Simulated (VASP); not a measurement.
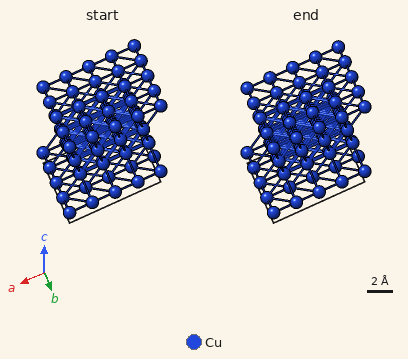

The structure of a slab of composition Cu before (left) and after (right) a relaxation, at one scale.

Style: ball-and-stick. Shown: the 2 × 2 repeat of the cell, outlined in the plane, without the vacuum, from a free direction.

The run lets the atoms move in a fixed cell. 8 atoms are held fixed.

All numbers below come from Kohn-Sham DFT of a periodic cell, PBE with D3(BJ), VASP PAW PBE potentials, recommended (VASP).

Input file:
```
SYSTEM = Cu
  ALGO = Fast
  EDIFF = 1E-6
  EDIFFG = -0.03
  ENCUT = 400
  GGA = PE
  IBRION = 2
  ISIF = 2
  ISMEAR = 1
  ISYM = 0
  IVDW = 12
  KPAR = 4
  LASPH = .TRUE.
  LCHARG = .FALSE.
  LREAL = Auto
  LWAVE = .FALSE.
  NELM = 100
  NSW = 120
  PREC = Accurate
  SIGMA = 0.1
```

Launched with:
```bash
cat potpaw_PBE.64/Cu/POTCAR > POTCAR
mpirun -np 4 vasp_std > vasp.out
```

> What changed between the two?

The largest moves, 0.10 Å, are those of Cu atoms. The lattice vectors keep their values. Some distances before and after: Cu–Cu 2.553 → 2.505 Å. After 6 geometry steps the energy has fallen by 47.3 meV per cell of the calculation. Largest force component: 0.17 eV/Å at the start, 0.17 eV/Å at the end. It ran on 4 threads of Intel(R) Xeon(R) 6975P-C (Granite Rapids) (shared host).
